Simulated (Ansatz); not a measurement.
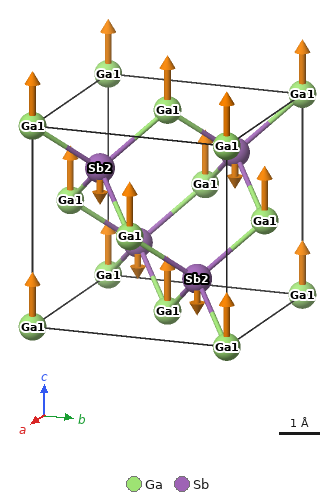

One vibrational mode of a crystal of GaSb relaxed at 50 GPa at the zone centre. The orange arrows give the relative displacements of the atoms. The picture is a ball-and-stick view of the conventional cell (4 times the calculation's cell), seen slightly off an axis. Lengths and directions refer to the drawn axes.

These are results of DFT LDA, scalar-relativistic, plane waves, PAW in Ansatz, not measurements. (plane-wave cutoff 420 eV; k-point mesh 14 × 14 × 14; occupations fermi dirac; smearing width 0.15 eV; target pressure 50 GPa; no spin polarisation)

The frequencies depend somewhat on the k-mesh and the smearing.

Question: What mode is this, and where does it lie in the spectrum?

Answer: This is the T₂ mode (triply degenerate; one member of the set is drawn) at 43.2 meV, the only optical level, infrared- and Raman-active by symmetry. The Ga sublattice moves against the Sb sublattice, along c; the kinetic energy is shared as Ga 64 %, Sb 36 %. The crystal is a metal, so free carriers screen the infrared response.
